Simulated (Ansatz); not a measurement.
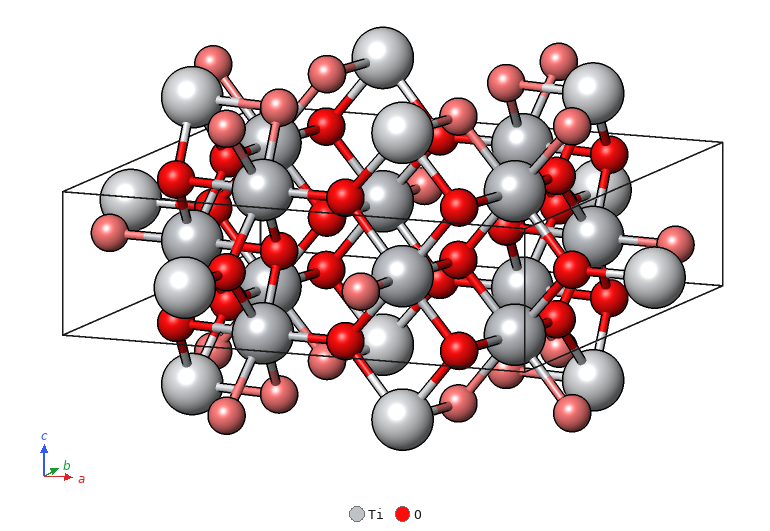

An orthographic ball-and-stick view of the structure, slightly off an axis. Atoms at the boundary of the conventional unit cell (the box) are drawn once for each face, edge or corner they touch. Bonded atoms from the next cells complete the picture, in fainter colours.

TiO2, space group I4/m (No. 87), a = 10.194 Å, b = 10.194 Å, c = 2.960 Å, α = 90.00°, β = 90.00°, γ = 90.00°. Starting structure: a structure listed in the Materials Project. Earlier steps of the study, as a rule a relaxation of our own, may have changed the cell and positions, so they can lie some per cent off the listed ones. It was run through Ansatz as a DFT input.

This one geometry was computed with Ansatz (DFT, plane waves, PAW) at four levels of theory: HSE06, r2SCAN, PBE0 and PBE. It was relaxed beforehand with r2SCAN.

Which level gives the highest pressure at this volume, and what does that say about its equilibrium volume?

Answer. Highest: PBE (4.0 GPa), which points to the largest equilibrium volume. Lowest, with the smallest volume: HSE06 (-2.3 GPa) and PBE0 (-2.4 GPa). Levels within 0.5 GPa of each other can't be told apart.

How does the band gap change with the level of theory?

Answer. PBE: a gap of 2.67 eV, indirect; r2SCAN: a gap of 3.04 eV, indirect; HSE06: a gap of 4.21 eV, indirect; PBE0: a gap of 4.97 eV, indirect.

Collect the results in a table.

Answer.
| level | cutoff (eV) | k-mesh of the run's cell | gap (eV) | pressure (GPa) |
| --- | --- | --- | --- | --- |
| HSE06 | 420 | 6×6×6 | 4.21 | -2.3 |
| r2SCAN | 500 | 10×10×10 | 3.04 | 0.0 |
| PBE0 | 420 | 6×6×6 | 4.97 | -2.4 |
| PBE | 420 | 10×10×10 | 2.67 | 4.0 |

Gaps are taken on the k-mesh or band path of each run.
